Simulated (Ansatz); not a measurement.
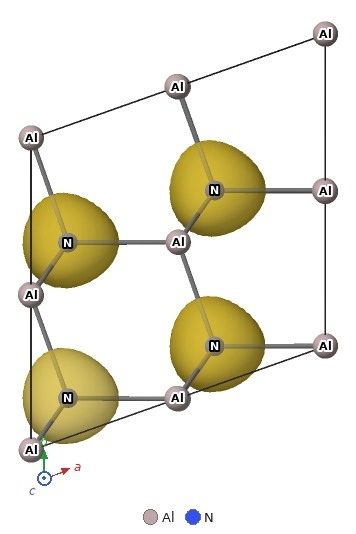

Figure. Al8N7 (cell with a defect). Isosurface of the valence electron density at 0.8 e/Å³ (yellow), seen along the c axis. Sticks mark near contacts.

The program warned that a starting moment wasn't kept; spin-polarised, but the moments vanished.

Method: DFT PBE, scalar-relativistic, plane waves, PAW (Ansatz 0.2.0).

In a PAW calculation such maps are meaningful between the atoms, not at the nuclei.

Input file:

```
crystal:
  lattice:
    - [0.0, 4.4031742015, -4.4031742015]
    - [4.4031742015, 4.4031742015, 0.0]
    - [4.4031742015, 0.0, -4.4031742015]
  atoms:
    - { symbol: Al, position: [0.0011472923, 0.0011472923, 0.4965581232], spin: 0.75 }
    - { symbol: Al, position: [-0.0015683448, 0.5005227816, 0.5005227816] }
    - { symbol: Al, position: [0.5005227816, -0.0015683448, 0.5005227816] }
    - { symbol: Al, position: [0.5005227816, 0.5005227816, 0.5005227816] }
    - { symbol: Al, position: [0.0011472923, 0.0011472923, 1.0011472923], spin: 0.75 }
    - { symbol: Al, position: [0.0011472923, 0.4965581232, 1.0011472923], spin: 0.75 }
    - { symbol: Al, position: [0.4965581232, 0.0011472923, 1.0011472923], spin: 0.75 }
    - { symbol: Al, position: [0.5005227816, 0.5005227816, 0.9984316552] }
    - { symbol: "N", position: [0.1255819322, 0.6244180678, 0.1255819322] }
    - { symbol: "N", position: [0.6244180678, 0.1255819322, 0.1255819322] }
    - { symbol: "N", position: [0.6244180678, 0.6244180678, 0.1255819322] }
    - { symbol: "N", position: [0.1255819322, 0.1255819322, 0.6244180678] }
    - { symbol: "N", position: [0.1255819322, 0.6244180678, 0.6244180678] }
    - { symbol: "N", position: [0.6244180678, 0.1255819322, 0.6244180678] }
    - { symbol: "N", position: [0.625, 0.625, 0.625] }
  host:
    lattice:
      - [0.0, 2.2015871008, 2.2015871008]
      - [2.2015871008, 0.0, 2.2015871008]
      - [2.2015871008, 2.2015871008, 0.0]
    atoms:
      - { symbol: Al, position: [0.0, 0.0, 0.0] }
      - { symbol: "N", position: [0.75, 0.75, 0.75] }
basis:
  ecutwfc: 420
  xc_grid: 2
kpoints:
  mp_grid: { grid: [4, 4, 4], shift: [0.0, 0.0, 0.0] }
hamiltonian:
  xc: pbe
scf:
  occupations: { method: gaussian, width: 0.01 }
output:
  forces: true
  stress: false
  eigenvalues: true
  populations: true
  charged_corrections:
    defect_position: [0.125, 0.125, 0.125]
    epsilon: [[8.6591, 0.0, 0.0], [0.0, 8.6591, 0.0], [0.0, 0.0, 8.6591]]
  write_density: true
  write_potential: true
  elf: true
  volumetric_format: npy
magnetization:
  spin_polarized: true
relax:
  adjacent_minimum: "off"
  f_tol: 0.025
  max_steps: 45
```

Run with:

```sh
ansatz run input.yaml --threads 4 --pin off --max-ram 8192MiB --backend cpu --events-out ev --progress --plain --runs-dir out
```

The fields are those of the relaxed geometry.

What does this surface tell about the bonding?

Answer. At this value the density breaks into separate islands; it holds about 45 % of the electrons treated as valence. It bridges none of the near contacts. It is pinched off along the shortest Al–N (1.90 Å) contacts. On the grid the lowest density along these lines, outside the cores, is 0.56 e/Å³ (Al–N, 1.90 Å).

Metal or insulator at this level of theory?

Answer. It is gapless in this calculation (a metal or semimetal).
